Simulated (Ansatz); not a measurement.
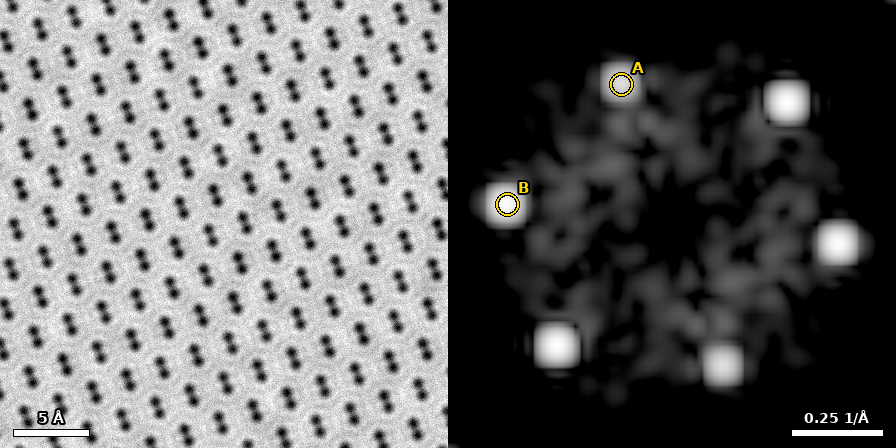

HRTEM-like image of W (P6_3/mmc, No. 194) along [101]. Simulated in the weak-phase-object approximation with neutral-atom potentials: 300 kV, Cs = 20 µm, defocus −75 Å (negative is underfocus), defocus spread 8 Å, aperture 1.36 1/Å. Shot noise and the speckle of an amorphous layer were added. Atomic positions: the end point of a relaxation at fixed volume with DFT PBE, spin-orbit coupling, plane waves, PAW (Ansatz); the starting structure was generated, so it need not be a known form of this composition.

The right panel is the modulus of the image's Fourier transform on a logarithmic scale.

a = 2.783 Å, b = 2.783 Å, c = 4.940 Å, α = 90.00°, β = 90.00°, γ = 120.00°

Question: Index the marked spots and give their plane spacings (the zone axis points at the viewer; indices equivalent by symmetry, or all signs reversed, are as good).

Answer: A: (0 -1 0), d = 2.41 Å; B: (1 -1 -1), d = 2.17 Å. A and B enclose 63°, and every spot obeys the zone law hu + kv + lw = 0 for [101].
